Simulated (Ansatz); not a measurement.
**TiH₂: 7 runs along one coordinate**

System: TiH₂ (I4mm, 3 atoms in the cell).
Method: DFT r2SCAN, scalar-relativistic, plane waves, PAW, no spin polarisation (Ansatz 0.2.0).

The 7 runs differ only in the geometry, by a shift of atoms along one path in a fixed cell. The shift s is measured from run 4: Ti1 moves along the Cartesian direction (0.00, 0.00, −1.00). The structure derives from an entry of the Crystallography Open Database.

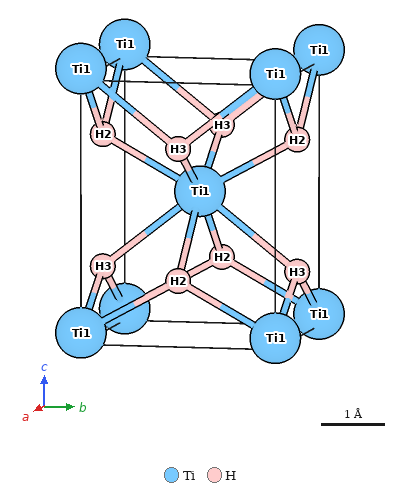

Figure 1. The structure of run 4 (ball-and-stick view of the cell 2 times as large as that of the calculation, set on its symmetry axes, seen slightly off an axis; atoms are numbered from 1 in the order of the input). An atom can appear more than once, as a periodic image.

### Input of run 4
```yaml
crystal:
  lattice:
    - [-1.5965, 1.5965, 2.1335]
    - [1.5965, -1.5965, 2.1335]
    - [1.5965, 1.5965, -2.1335]
  atoms:
    - { symbol: Ti, position: [0.0439418795, 0.0439418795, 0.0] }
    - { symbol: H, position: [0.75, 0.25, 0.5] }
    - { symbol: H, position: [0.25, 0.75, 0.5] }
basis:
  ecutwfc: 500
kpoints:
  mp_grid: { grid: [20, 20, 20] }
hamiltonian:
  xc: r2scan
scf:
  occupations: { method: gaussian, width: 0.15 }
output:
  forces: true
  stress: true
  eigenvalues: true
```

Command:
```bash
ansatz run input.yaml --threads 1 --pin off --max-ram 2560MiB --backend cpu --events-out ev --progress --plain --runs-dir out
```

Lattice vectors (Å) and fractional positions of run 4:
```
  -1.596500    1.596500    2.133500
   1.596500   -1.596500    2.133500
   1.596500    1.596500   -2.133500
Ti  0.043942  0.043942  0.000000
H   0.750000  0.250000  0.500000
H   0.250000  0.750000  0.500000
```

Run 3 differs from it as follows:
```diff
-    - { symbol: Ti, position: [0.0439418795, 0.0439418795, 0.0] }
+    - { symbol: Ti, position: [0.0732364659, 0.0732364659, 0.0] }
```

### Results, with one run withheld

| run | shift s of Ti1 (Å) | free energy per atom, from the lowest run given (meV) | pressure (GPa) | force along the path (eV/Å) |
| --- | --- | --- | --- | --- |
| 1 | −0.2500 | 272.13 | 7.80 | 3.552 |
| 2 | −0.1875 | 202.11 | 5.22 | 3.160 |
| 3 | −0.1250 | ? | ? | ? |
| 4 | 0.0000 | 48.15 | −0.63 | 1.712 |
| 5 | 0.0625 | 18.19 | −1.81 | 1.159 |
| 6 | 0.1250 | 0.00 | −2.53 | 0.584 |
| 7 | 0.4375 | 89.27 | 0.96 | −2.230 |

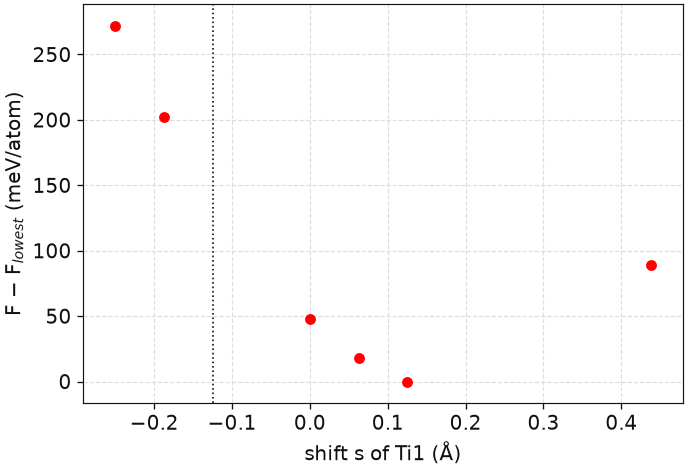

Figure 2. Free energy per atom of the runs given; the dotted line marks run 3.

What should run 3 give?

A cubic polynomial in the coordinate, fitted to the 6 runs given, misses them by at most 0.45 meV per atom. With x = s − 0.0312, it reads F = 32.071 − 480.52 x + 1411.7 x² + 289.34 x³ (meV per atom). At run 3 it gives 140.47 meV per atom, and the run itself gives 140.84. The slope of the fit gives a force −dF/ds of 2.701 eV/Å along the path (summed over the atoms that move), and the printed forces give 2.714 eV/Å. The fit has its minimum at s = 0.1933 Å.

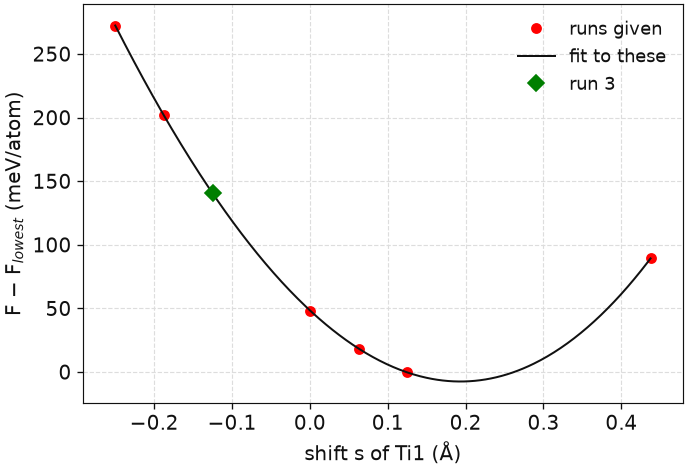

Figure 3. The fit and the withheld run.

### Output, shortened to warnings, some set-up lines, iterations and results (run 3)
```
Basis set: ecut = 500 eV, 535 PW (Γ), exchange–correlation on 96×96×96 points (64 copies of the dense FFT grid, shifted against one another)
Symmetry: 8 space group operations
k-points: 641 of 8000 (time reversal used)
Initial density: superposition of atomic densities (neutral atoms: chi_scale 0, normalization atom), corrected by the library's trained network
[...]
SCF iter   1: F=—  HF=-2537.440813 eV  |F-HF|=—  |Δ(HF+E_count)|=         —  Δρ=1.37e-2  dr2=3.33e-2  dr2_τ=2.28e-2  ethr=1.77e-3  ⟨swp⟩=4.3  Hψ=38212  notcnv=0
SCF iter   2: F=—  HF=-2537.469557 eV  |F-HF|=—  |Δ(HF+E_count)|=   2.87e-2  Δρ=5.39e-3  dr2=3.93e-3  dr2_τ=3.56e-4  ethr=2.38e-4  ⟨swp⟩=2.2  Hψ=17209  notcnv=0
SCF iter   3: F=—  HF=-2537.470329 eV  |F-HF|=—  |Δ(HF+E_count)|=   7.73e-4  Δρ=1.63e-3  dr2=1.98e-4  dr2_τ=4.88e-5  ethr=2.81e-5  ⟨swp⟩=2.3  Hψ=9659  notcnv=0
SCF iter   4: F=—  HF=-2537.470649 eV  |F-HF|=—  |Δ(HF+E_count)|=   3.19e-4  Δρ=5.56e-4  dr2=2.44e-5  dr2_τ=2.10e-6  ethr=1.41e-6  ⟨swp⟩=3.0  Hψ=11148  notcnv=0
SCF iter   5: F=—  HF=-2537.470689 eV  |F-HF|=—  |Δ(HF+E_count)|=   3.96e-5  Δρ=8.19e-5  dr2=7.30e-7  dr2_τ=5.80e-8  ethr=1.74e-7  ⟨swp⟩=3.0  Hψ=12061  notcnv=0
SCF iter   6: F=-2537.470689 eV  HF=-2537.470689 eV  |F-HF|=6.96e-9  |Δ(HF+E_count)|=   4.44e-7  Δρ=1.89e-5  dr2=4.35e-8  dr2_τ=5.24e-9  ethr=7.14e-10  ⟨swp⟩=5.9  Hψ=33330  …
SCF 1 converged in 6 iterations: F = -2537.470689 eV  dr2 = 4.35e-8
SCF converged after 6 iterations
Free energy (F): -2537.470689 eV
Harris-Foulkes:  -2537.470689 eV  (|F-HF|=6.96e-9)
Internal energy: -2537.452527 eV  (E = F + TS)
E sigma→0 (E₀):  -2537.461608 eV
Entropy (-TS):   -0.018162 eV (-6.054 meV/atom)
Fermi energy:    12.009747 eV
--- Per-component energies (eV) ---
  E_band       = -188.699149
  E_kinetic    = 303.965079
  E_local      = -887.522288  (includes V_loc(G=0)·N_el)
  E_nonlocal   = 10.265136
  E_hartree    = 358.560196
  E_xc         = -113.054188
  E_vxc        = -161.056244  (∫ρ·V_xc dr)
  E_paw        = -1058.102942  (= ΣΔE_a)
  E_vpaw       = -181.920002  (= ΣTr[D̂ρ^β])
  E_aug_tail   = -0.000968  (compensation charges beyond the density's cutoff)
  E_vtau       = 10.444512  (kinetic-family band-sum trace: ∫τ·v_τ [+ j·A + Jᵃ·Aᵃ] dr)
  E_ewald      = -1151.309095
  E_core_change = -0.253457  (= ΣΔE_core)
  E_smearing   = -0.018162  (= −TS)
  E_closure    = 0.000000  (closes the sum)
  Σ components = -2537.470689   (vs F -2537.470689, Δ=0.00e0)
--- Forces (eV/Å), atoms counted from 1 ---
  atom   1  Ti     0.00000000    -0.00000000    -2.71435131
  atom   2  H     -0.00000000    -0.00000000     1.35718096
  atom   3  H     -0.00000000     0.00000000     1.35718096
  max |Σ_I F_I| component: 1.06e-5 eV/Å
--- Stress (GPa, compression-positive) ---
        3.965779       0.000000       0.000000
        0.000000       3.965779       0.000000
        0.000000       0.000000       0.852500
  P = ⅓ Tr σ = 2.9280 GPa (29.280 kbar)
```
